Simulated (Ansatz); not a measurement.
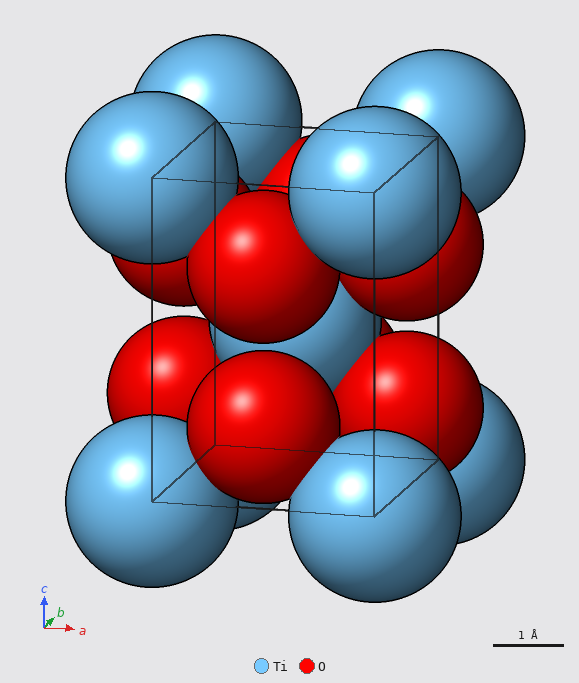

View slightly off an axis, drawn as a space-filling model. The frame is the conventional unit cell; atoms at its boundary are shown with their periodic copies.

TiO2, space group Immm (No. 71), a = 3.322 Å, b = 3.457 Å, c = 4.794 Å, α = 90.00°, β = 90.00°, γ = 90.00°. The initial geometry was a structure type filled with these elements by a generator (whether the compound takes this form wasn't checked). The cell was then strained or its atoms displaced on purpose. Ansatz was used for an electronic-structure calculation on it.

This one geometry was computed with Ansatz (DFT, plane waves, PAW) at three levels of theory: PBE, r2SCAN and HSE06. It was relaxed with r2SCAN and then strained.

### Which level gives the highest pressure at this volume, and what does that say about its equilibrium volume?

Highest: PBE (6.1 GPa), which points to the largest equilibrium volume. Lowest, with the smallest volume: HSE06 (-3.7 GPa). Levels within 0.5 GPa of each other can't be told apart.

### How does the band gap change with the level of theory?

PBE: a gap of 1.15 eV, indirect; r2SCAN: a gap of 1.51 eV, indirect; HSE06: a gap of 2.63 eV, indirect.

### Collect the results in a table.

| level | cutoff (eV) | k-mesh of the run's cell | gap (eV) | pressure (GPa) |
| --- | --- | --- | --- | --- |
| PBE | 420 | 10×10×10 | 1.15 | 6.1 |
| r2SCAN | 500 | 10×10×10 | 1.51 | 0.2 |
| HSE06 | 420 | 6×6×6 | 2.63 | -3.7 |

Gaps are taken on the k-mesh or band path of each run.
